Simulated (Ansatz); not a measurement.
# CuBiPbS3 (Aikinite): a band-gap study from r2SCAN to G0W0 at the band limit, part 2 of 2

The study climbs from cheap functionals to G0W0 on CuBiPbS3 (Aikinite) and then asks what each convergence step is worth.

Ansatz 0.2.0; density functionals, hybrids, G0W0, plane waves, PAW. Known limits of the many-body steps: not at the basis limit; d shell near the gap, gap tends to lie low; no spin-orbit coupling; coarse k mesh.

So far. Step 5 (HSE06+SOC): The gap stands −0.42 eV against HSE06. Step 6 (G0W0, 2×4×2 mesh, 707 empty bands, screening to 70 eV …): The gap on the mesh goes from 0.86 eV to 1.01 eV, a correction of +0.15 eV. Between the two edge states, bare exchange in place of the xc potential would open the gap by 7.38 eV, and correlation takes back 7.23 eV.

In doubt: one-shot GW on d or f shells is unsure (steps 6, 7, 8, 9, 10), so the values of those runs are not to be relied on; masses and optical values from hybrid runs of this build are listed as unsure (step 10), which bears on the screening that GW takes from such a start.

### 7. G0W0, 2×4×2 mesh, 1588 empty bands, screening to 120 eV, hard PAW files

Level of this step: G0W0 on r2SCAN, plane waves, PAW (Ansatz).

Bands and screening cutoff are moved together, since each hides the error of the other.

Contents of input.yaml:

```yaml
crystal:
  lattice:
    - [11.638, 0.0, 0.0]
    - [0.0, 4.039, 0.0]
    - [0.0, 0.0, 11.319]
  atoms:
    - { symbol: Cu, position: [0.2338, 0.25, 0.2085] }
    - { symbol: Cu, position: [0.2662, 0.75, 0.7085] }
    - { symbol: Cu, position: [0.7338, 0.25, 0.2915] }
    - { symbol: Cu, position: [0.7662, 0.75, 0.7915] }
    - { symbol: Bi, position: [0.0189, 0.25, 0.6827] }
    - { symbol: Bi, position: [0.4811, 0.75, 0.1827] }
    - { symbol: Bi, position: [0.5189, 0.25, 0.8173] }
    - { symbol: Bi, position: [0.9811, 0.75, 0.3173] }
    - { symbol: Pb, position: [0.8329, 0.25, 0.0105] }
    - { symbol: Pb, position: [0.6671, 0.75, 0.5105] }
    - { symbol: Pb, position: [0.3329, 0.25, 0.4895] }
    - { symbol: Pb, position: [0.1671, 0.75, 0.9895] }
    - { symbol: S, position: [0.716, 0.25, 0.6986] }
    - { symbol: S, position: [0.784, 0.75, 0.1986] }
    - { symbol: S, position: [0.216, 0.25, 0.8014] }
    - { symbol: S, position: [0.284, 0.75, 0.3014] }
    - { symbol: S, position: [0.0467, 0.25, 0.14] }
    - { symbol: S, position: [0.4533, 0.75, 0.64] }
    - { symbol: S, position: [0.5467, 0.25, 0.36] }
    - { symbol: S, position: [0.9533, 0.75, 0.86] }
    - { symbol: S, position: [0.3775, 0.25, 0.0559] }
    - { symbol: S, position: [0.1225, 0.75, 0.5559] }
    - { symbol: S, position: [0.8775, 0.25, 0.4441] }
    - { symbol: S, position: [0.6225, 0.75, 0.9441] }
kpoints:
  mp_grid: { grid: [2, 4, 2] }
hamiltonian:
  xc: r2scan
  pseudopotentials: { kind: paw, source: ansatz }
scf:
  occupations: { method: fixed }
gw:
  n_empty_bands: 1588
  ecut_chi: 120.0
  qp_bands: [v4, c4]
  qp_kpoints: band_edges
  screening: { model: contour_deformation }
```

The run is started by

```sh
$ ansatz run input.yaml --threads 16 --pin off --max-ram 82944MiB --backend cuda --events-out ev --progress --plain --runs-dir out --devices 1 --max-vram 78GiB
```

Numbers of over 12 decimals in the logs are rounded to 6 here.

The program printed:

```text
GPUs: using 1 of 1 available (devices: 1).
[...]
Crystal: 24 atoms, lattice volume = 532.060 Å³
Basis set: ecut = 700 eV, 22375 PW (Γ), exchange–correlation on 480×160×480 points (64 copies of the dense FFT grid, shifted against one another)
Bands: 197, of which v1, the nominal top of the filled ones, is band 164 counted from 1 (163 counted from 0)
Symmetry: 8 space group operations
[...]
k-points: 12 of 16
[...]
5   166     11.5080   -10.3990    -3.2653   -13.6655  0.7812    11.5092    11.5092  root
     5   167     11.9224   -10.4177    -3.2288   -13.6991  0.7774    11.9750    11.9750  root
[...]
11   165     11.9803   -10.1184    -3.3951   -13.5361  0.7761    12.0029    12.0029  root
    11   166     11.9803   -10.1184    -3.3951   -13.5361  0.7761    12.0029    12.0029  root
    11   167     11.9803   -10.1184    -3.3951   -13.5361  0.7761    12.0029    12.0029  root
    11   168     11.9803   -10.1184    -3.3951   -13.5361  0.7761    12.0029    12.0029  root
[key lines of the parts left out:]
SCF converged after 12 iterations
```

Run time: 3.6 min. Hardware: 1 × NVIDIA GB200 (shared by 2 runs) with 16 threads of Arm Neoverse V2, shared host; peak memory 21 GiB; 9 min of CPU time.

This step gave:

```yaml
bands_summed: 1752
rpa_eps_infinity_on_this_mesh_eigenvalues: 12.04, 13.12, 13.43
plane_waves_in_the_screening_matrix: 1587
g0w0_gap_on_the_mesh: 0.8660 eV
k_of_the_valence_top: 0, 0, -0.5
k_of_the_conduction_bottom: 0, 0.25, 0
starting_gap_on_the_mesh: 0.8598 eV
least_direct_g0w0_gap_on_the_computed_points: 0.9555 eV
```

Against the run with 2×4×2 mesh, 707 empty bands, screening to 70 eV, hard PAW files, the gap moves by −0.15 eV.

### 8. G0W0, 2×4×2 mesh, 2917 empty bands, screening to 180 eV, hard PAW files

Edit input.yaml of step 7 so:

```diff
@@ -38,4 +38,4 @@
 gw:
-  n_empty_bands: 1588
-  ecut_chi: 120.0
+  n_empty_bands: 2917
+  ecut_chi: 180.0
   qp_bands: [v4, c4]
```

The program printed:

```text
GPUs: using 1 of 1 available (devices: 1).
[...]
Crystal: 24 atoms, lattice volume = 532.060 Å³
Basis set: ecut = 700 eV, 22375 PW (Γ), exchange–correlation on 480×160×480 points (64 copies of the dense FFT grid, shifted against one another)
Bands: 197, of which v1, the nominal top of the filled ones, is band 164 counted from 1 (163 counted from 0)
Symmetry: 8 space group operations
[...]
k-points: 12 of 16
[...]
SCF iter   1: F=—  HF=-162973.497312 eV  |F-HF|=—  |Δ(HF+E_count)|=         —  Δρ=4.95e-2  dr2=2.34e1  dr2_τ=3.66e-1  ethr=3.10e-3  ⟨swp⟩=5.0  Hψ=7442  notcnv=0  defer=330
[...]
SCF iter   6: F=—  HF=-162968.392273 eV  |F-HF|=—  |Δ(HF+E_count)|=   2.07e-3  Δρ=7.01e-4  dr2=2.81e-3  dr2_τ=1.34e-4  ethr=6.06e-6  ⟨swp⟩=2.2  Hψ=3070  notcnv=0  defer=368
[...]
SCF iter  10: F=—  HF=-162968.392919 eV  |F-HF|=—  |Δ(HF+E_count)|=   1.81e-7  Δρ=4.68e-6  dr2=1.41e-7  dr2_τ=1.63e-8  ethr=7.22e-10  ⟨swp⟩=2.0  Hψ=2884  notcnv=0  defer=317
[...]
SCF 1 converged in 12 iterations: F = -162968.392919 eV  dr2 = 8.56e-10
[...]
SCF converged after 12 iterations
[...]
4   168     11.9453   -10.0239    -3.5291   -13.4893  0.7752    11.8818    11.8817  root *
     5   161      9.4014   -33.6993     5.5858   -28.0865  0.6707     9.3744     9.3744  root
     5   162      9.4014   -33.6993     5.5858   -28.0865  0.6707     9.3744     9.3744  root
     5   163      9.4640   -30.9584     4.8655   -26.0163  0.6855     9.3872     9.3874  root
     5   164      9.4640   -30.9584     4.8655   -26.0163  0.6855     9.3872     9.3874  root
     5   165     11.5080   -10.3990    -3.3644   -13.6655  0.7806    11.4102    11.4101  root
     5   166     11.5080   -10.3990    -3.3644   -13.6655  0.7806    11.4102    11.4101  root
     5   167     11.9224   -10.4177    -3.3251   -13.6991  0.7768    11.8787    11.8787  root
     5   168     11.9224   -10.4177    -3.3251   -13.6991  0.7768    11.8787    11.8787  root
     6   161      9.8819   -29.4426     4.2037   -25.1414  0.6997     9.7842     9.7844  root
     6   162      9.8819   -29.4426     4.2037   -25.1414  0.6997     9.7842     9.7844  root
     6   163     10.0587   -29.4089     4.0234   -25.2884  0.7048     9.9614     9.9617  root
     6   164     10.0587   -29.4089     4.0234   -25.2884  0.7048     9.9614     9.9617  root
     6   165     11.5651   -11.3892    -3.1581   -14.4963  0.7761    11.5142    11.5141  root
     6   166     11.5651   -11.3892    -3.1581   -14.4963  0.7761    11.5142    11.5141  root
     6   167     11.5996   -10.6608    -3.4123   -13.9765  0.7780    11.5030    11.5029  root
     6   168     11.5996   -10.6608    -3.4123   -13.9765  0.7780    11.5030    11.5029  root
     7   161      9.9268   -32.2815     4.7464   -27.4979  0.6918     9.8895     9.8896  root
     7   162      9.9268   -32.2815     4.7464   -27.4979  0.6918     9.8895     9.8896  root
     7   163      9.9438   -30.0960     4.3433   -25.6675  0.6988     9.8584     9.8586  root
     7   164      9.9438   -30.0960     4.3433   -25.6675  0.6988     9.8584     9.8586  root
     7   165     11.4416   -11.0811    -3.1707   -14.1747  0.7766    11.3646    11.3645  root
     7   166     11.4416   -11.0811    -3.1707   -14.1747  0.7766    11.3646    11.3645  root
     7   167     12.0946   -10.2812    -3.4987   -13.6803  0.7730    11.9953    11.9951  root
     7   168     12.0946   -10.2812    -3.4987   -13.6803  0.7730    11.9953    11.9951  root
[...]
11   161      9.4228   -33.0017     5.3590   -27.6045  0.6755     9.3847     9.3847  root
    11   162      9.4228   -33.0017     5.3590   -27.6045  0.6755     9.3847     9.3847  root
    11   163      9.4228   -33.0017     5.3590   -27.6045  0.6755     9.3847     9.3847  root
    11   164      9.4228   -33.0017     5.3590   -27.6045  0.6755     9.3847     9.3847  root
    11   165     11.9803   -10.1184    -3.4974   -13.5361  0.7755    11.9006    11.9005  root
    11   166     11.9803   -10.1184    -3.4974   -13.5361  0.7755    11.9006    11.9005  root
    11   167     11.9803   -10.1184    -3.4974   -13.5361  0.7755    11.9006    11.9005  root
    11   168     11.9803   -10.1184    -3.4974   -13.5361  0.7755    11.9006    11.9005  root
```

Wall time 8.4 min (1 × NVIDIA GB200 (shared by 2 runs) with 16 threads); peak memory 35 GiB.

This step gave:

```
bands summed                                 : 3081
RPA ε∞ on this mesh (eigenvalues)            : 12.03, 13.11, 13.41
plane waves in the screening matrix          : 2953
q-points in the mesh                         : 16
G0W0 gap on the mesh                         : 0.8560 eV
k of the valence top                         : 0, 0, -0.5
k of the conduction bottom                   : 0, 0.25, 0
starting gap on the mesh                     : 0.8598 eV
Z at the valence top                         : 0.7054
Z at the conduction bottom                   : 0.7837
least direct G0W0 gap on the computed points : 0.9383 eV
```

Against the run with 2×4×2 mesh, 1588 empty bands, screening to 120 eV, hard PAW files, the gap moves by −0.010 eV.

Limits: finite bands, cutoff and mesh; d shell near the gap, gap tends to lie low; no spin-orbit coupling; coarse k mesh. v1 is the top filled band, c1 the lowest empty one. Levels before and after the correction, in eV, zero at the valence-band top of each column:

```tsv
	conduction bottom	valence top
Kohn-Sham	0.86	0.00
G0W0	0.86	0.00
```

```tsv
	level	occupation	energy (eV)
Kohn-Sham	(0 0 -0.5) v3	2	-0.308
Kohn-Sham	(0 0 -0.5) v2-v1	2	0.000
Kohn-Sham	(0 0 -0.5) c1-c2	0	0.964
Kohn-Sham	(0 0 -0.5) c3	0	1.773
Kohn-Sham	(0 0.25 0) v3	2	-0.632
Kohn-Sham	(0 0.25 0) v2	2	-0.556
Kohn-Sham	(0 0.25 0) v1	2	-0.415
Kohn-Sham	(0 0.25 0) c1	0	0.860
Kohn-Sham	(0 0.25 0) c2	0	1.596
Kohn-Sham	(0 0.25 0) c3	0	2.151
G0W0	(0 0 -0.5) v3	2	-0.256
G0W0	(0 0 -0.5) v2-v1	2	0.000
G0W0	(0 0 -0.5) c1-c2	0	0.938
G0W0	(0 0 -0.5) c3	0	1.829
G0W0	(0 0.25 0) v3	2	-0.614
G0W0	(0 0.25 0) v2	2	-0.547
G0W0	(0 0.25 0) v1	2	-0.369
G0W0	(0 0.25 0) c1	0	0.856
G0W0	(0 0.25 0) c2	0	1.633
G0W0	(0 0.25 0) c3	0	2.179
```

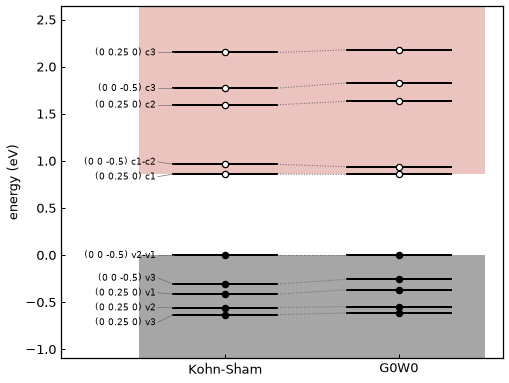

Levels before and after the correction. Shaded: valence and conduction bands. Filled marks are occupied levels, open marks empty ones.

The parts of the quasiparticle energy at the two band edges (eV; QP = start + Σx + Σc − Vxc):

```tsv
run	edge	start	Σx	Σc	Vxc	Z	QP
871 bands	valence top	10.19	-29.96	4.29	-25.71	0.71	10.22
871 bands	conduction bottom	11.05	-10.07	-2.94	-13.19	0.79	11.23
1752 bands	valence top	10.19	-29.96	4.24	-25.71	0.71	10.18
1752 bands	conduction bottom	11.05	-10.07	-3.13	-13.19	0.78	11.04
3081 bands	valence top	10.19	-29.96	4.16	-25.71	0.71	10.10
3081 bands	conduction bottom	11.05	-10.07	-3.22	-13.19	0.78	10.95
```

### 9. G0W0@r2SCAN, 2×6×2 mesh, 707 empty bands, screening to 70 eV, hard PAW files

Only the mesh changes. It samples the long-range screening, which converges on its own terms. Bands and cutoff differ from the step before, so it is read against an earlier run that matches them.

Edit input.yaml of step 8 so:

```diff
@@ -31,3 +31,3 @@
 kpoints:
-  mp_grid: { grid: [2, 4, 2] }
+  mp_grid: { grid: [2, 6, 2] }
 hamiltonian:
@@ -38,4 +38,4 @@
 gw:
-  n_empty_bands: 2917
-  ecut_chi: 180.0
+  n_empty_bands: 707
+  ecut_chi: 70.0
   qp_bands: [v4, c4]
```

The program printed:

```text
GPUs: using 1 of 1 available (devices: 1).
[...]
Crystal: 24 atoms, lattice volume = 532.060 Å³
Basis set: ecut = 700 eV, 22375 PW (Γ), exchange–correlation on 480×160×480 points (64 copies of the dense FFT grid, shifted against one another)
Bands: 197, of which v1, the nominal top of the filled ones, is band 164 counted from 1 (163 counted from 0)
Symmetry: 8 space group operations
[...]
k-points: 16 of 24
[...]
8   166     11.5646   -11.4170    -2.8447   -14.4967  0.7802    11.8003    11.7996  root
     8   167     11.5994   -10.7037    -3.0355   -13.9771  0.7825    11.8381    11.8373  root
[...]
15   165     11.9806   -10.1235    -3.1779   -13.5355  0.7789    12.2156    12.2147  root
    15   166     11.9806   -10.1235    -3.1779   -13.5355  0.7789    12.2156    12.2147  root
    15   167     11.9806   -10.1235    -3.1779   -13.5355  0.7789    12.2156    12.2147  root
    15   168     11.9806   -10.1235    -3.1779   -13.5355  0.7789    12.2156    12.2147  root
[key lines of the parts left out:]
SCF converged after 12 iterations
```

Run time: 2.6 min. Hardware: 1 × NVIDIA GB200 (shared by 2 runs) with 16 threads; peak memory 17 GiB.

Numbers from this step:

| Quantity | Value |
| --- | --- |
| bands summed | 871 |
| RPA ε∞ on this mesh (eigenvalues) | 11.86, 13.22, 13.27 |
| plane waves in the screening matrix | 721 |
| G0W0 gap on the mesh | 1.123 eV |
| k of the valence top | 0, 0, -0.5 |
| k of the conduction bottom | 0, 0, -0.5 |
| starting gap on the mesh | 0.9632 eV |
| least direct G0W0 gap on the computed points | 1.123 eV |

Against the run with 2×4×2 mesh, 707 empty bands, screening to 70 eV, hard PAW files, the gap moves by +0.11 eV, while the start moved by +0.10 eV. A band edge is found at another k point on this mesh.

### 10. G0W0@HSE06, 2×4×2 mesh, 1588 empty bands, screening to 120 eV, hard PAW files

The same correction from a different start measures what one shot leaves open. Bands and cutoff differ from the step before, so it is read against an earlier run that matches them.

This step: G0W0 on HSE06, plane waves, PAW.

Edit input.yaml of step 9 so:

```diff
@@ -31,5 +31,5 @@
 kpoints:
-  mp_grid: { grid: [2, 6, 2] }
+  mp_grid: { grid: [2, 4, 2] }
 hamiltonian:
-  xc: r2scan
+  xc: hse06
   pseudopotentials: { kind: paw, source: ansatz }
@@ -38,4 +38,4 @@
 gw:
-  n_empty_bands: 707
-  ecut_chi: 70.0
+  n_empty_bands: 1588
+  ecut_chi: 120.0
   qp_bands: [v4, c4]
```

The program printed:

```text
GPUs: using 1 of 1 available (devices: 1).
[...]
Crystal: 24 atoms, lattice volume = 532.060 Å³
Basis set: ecut = 700 eV, 22375 PW (Γ)
Bands: 197, of which v1, the nominal top of the filled ones, is band 164 counted from 1 (163 counted from 0)
Symmetry: 8 space group operations
[...]
k-points: 12 of 16
[...]
5   165     11.5243    -9.8634    -3.3331   -13.1828  0.7994    11.5106    11.5106  root
     5   166     11.5243    -9.8634    -3.3331   -13.1828  0.7994    11.5106    11.5106  root
     5   167     12.0072    -9.7775    -3.3110   -13.0755  0.7965    11.9941    11.9941  root
[...]
11   165     12.0459    -9.7239    -3.4216   -13.1170  0.7945    12.0174    12.0174  root
    11   166     12.0459    -9.7239    -3.4216   -13.1170  0.7945    12.0174    12.0174  root
    11   167     12.0459    -9.7239    -3.4216   -13.1170  0.7945    12.0174    12.0174  root
    11   168     12.0459    -9.7239    -3.4216   -13.1170  0.7945    12.0174    12.0174  root
```

The job ended after 15 min (1 × NVIDIA GB200 (shared by 2 runs) with 16 threads; peak memory 18 GiB).

This step gave:

```yaml
bands_summed: 1752
rpa_eps_infinity_on_this_mesh_eigenvalues: 9.460, 10.51, 10.80
plane_waves_in_the_screening_matrix: 1587
g0w0_gap_on_the_mesh: 1.076 eV
k_of_the_valence_top: 0, 0, -0.5
k_of_the_conduction_bottom: 0, 0.25, 0
starting_gap_on_the_mesh: 1.439 eV
least_direct_g0w0_gap_on_the_computed_points: 1.161 eV
```

Against the run with 2×4×2 mesh, 1588 empty bands, screening to 120 eV, hard PAW files on r2SCAN, the gap moves by +0.21 eV, while the start moved by +0.58 eV.

### 11. The ladder

Times are wall times on 1 × NVIDIA GB200 (shared by 2 runs) with 16 threads of Arm Neoverse V2, shared host, good to a factor of about two. G0W0 rows are gaps on the mesh, lowered by the amount that the mesh misses the start's edges, a rough step that assumes the same correction there.

```tsv
level	gap (eV)	least direct gap (eV)	time
r2SCAN	0.86	0.91	5.9 s
r2SCAN+SOC	0.54	0.55	9 s
HSE06	1.43	1.45	58 s
HSE06+SOC	1.01	1.02	4 min
G0W0@r2SCAN (707 empty bands, hard PAW)	1.01	-	78 s
G0W0@r2SCAN (1588 empty bands, hard PAW)	0.86	-	3.6 min
G0W0@r2SCAN (2917 empty bands, hard PAW)	0.85	-	8.4 min
G0W0@r2SCAN (707 empty bands, 2×6×2, hard PAW)	1.02	-	2.6 min
G0W0@HSE06 (1588 empty bands, hard PAW)	1.07	-	15 min
```

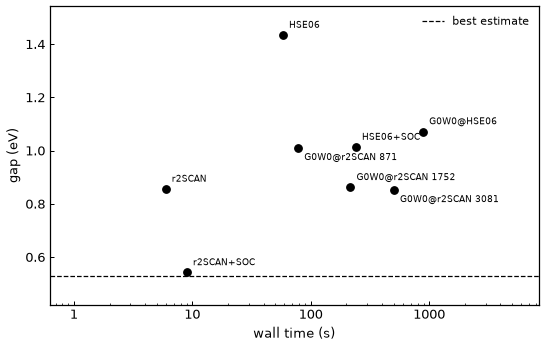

Result against wall time.

### 12. Adding up the best estimate

```tsv
term	eV	running total (eV)
G0W0 on the mesh, top rung	0.856	0.856
to the limit, by a line in one over the bands through the two top rungs	−0.013	0.843
spin-orbit change, from r2SCAN	−0.314	0.529
```

Changes that are not added in, each against a run with equal bands and cutoff:

```tsv
change	eV
start HSE06	+0.21
```

### 13. What came out

| Item | Value |
| --- | --- |
| r2SCAN gap | 0.86 eV, indirect (only 49 meV under the direct gap) |
| HSE06 | 1.43 eV |
| G0W0, top rung on the mesh | 0.86 eV |
| best estimate, G0W0@r2SCAN with spin-orbit change | 0.53 eV |
| GW settings of the top rung | 2×4×2 mesh, 2917 empty bands, screening to 180 eV, hard PAW files |
| known limits | one-shot GW, static lattice; d shell near the gap, gap tends to lie low; coarse k mesh |

The best estimate for G0W0@r2SCAN is 0.53 eV, indirect (only 9 meV under the direct gap) by r2SCAN+SOC, against 0.54 eV at the start (both with spin-orbit coupling). The pair of rungs below gives a limit −0.12 eV away. Of the changes left open the largest, +0.21 eV, comes from starting at HSE06. Among the functionals r2SCAN comes nearest: +0.01 eV from the estimate without its spin-orbit term (0.84 eV). The coupling also moves a band edge to another k point, so its change of the gap does not carry over to G0W0 exactly. All runs took 36 min, 85 % of it in G0W0. The 2×4×2 mesh is coarse for this cell (its supercell is 16 Å along the shortest edge). The RPA ε∞ on it, from the r2SCAN start, is 12.03, 13.11 and 13.41; such meshes misread the long-range screening, most where the gap is narrow. A d shell, filled or nearly so, lies near the gap. One-shot GW converges very slowly in bands there, not always from below, and on a semilocal start the gap tends to come out low; starts rich in exact exchange can overshoot instead.

[Paths, hosts, dates, memory and timing lines, banners, echoed tables and standing remarks are left out of the program output.]

[Logs are printed without paths, hosts, clocks, repeated set-up lines and the standing remarks that a program may print on its own settings, such as how far it seeks lower states.]

[Runs of the session that timed out or met a known fault of the program may be left out.]

[Cells called generated may have been cut or substituted from an entry of the Crystallography Open Database or the Materials Project.]

[Hosts, paths, dates, database ids (printed as entryN), source tags and the programs' standing remarks are cut or masked in the printed files.]
